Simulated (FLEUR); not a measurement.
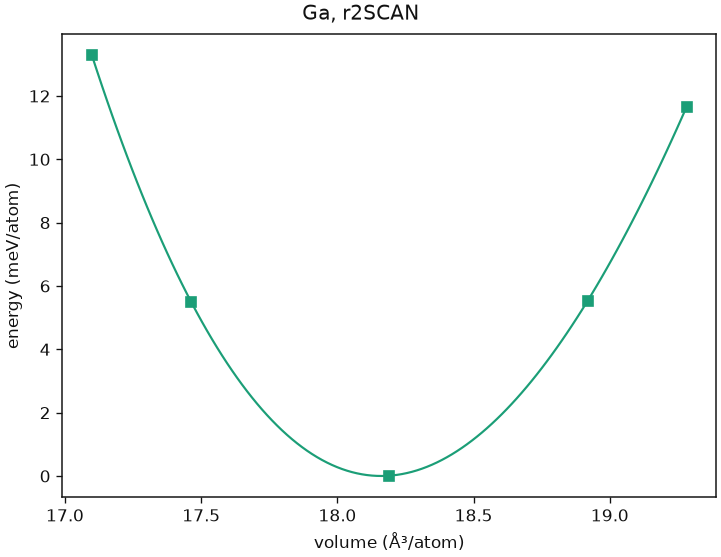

Figure. Energy against volume for Ga, space group P2_1/m (No. 11).

A third-order Birch–Murnaghan fit gives V0 = 18.16 Å³/atom, B0 = 60.8 GPa and B′ = 5.0. The energy is 13.28 meV/atom at volume 17.10 Å³/atom and 11.66 meV/atom at 19.28 Å³/atom; the lowest computed point is at volume 18.19 Å³/atom (0.01 meV/atom).

Calculation (FLEUR MaX-R8.1 (later development tree)): all-electron LAPW DFT, no spin polarisation; energies at scaled volumes of the given cell, shape and fractions fixed, counted from the fit's minimum, third-order Birch-Murnaghan fit. Level: r2SCAN.

```json
{"setting": "k mesh", "value": "10×8×7"}
{"setting": "occupations", "value": "Fermi–Dirac"}
{"setting": "smearing width", "value": "0.05 eV"}
{"setting": "potentials", "value": "all electron"}
{"setting": "program settings", "value": "basis FLAPW, kmax 4.26 1/bohr"}
```

Cell as given: a = 2.778 Å, b = 3.282 Å, c = 4.210 Å, α = 90.00°, β = 108.61°, γ = 90.00°; 2 atoms.

Caveats: shape and atomic fractions are frozen while scaling, which makes layered, chain and framework solids too stiff.
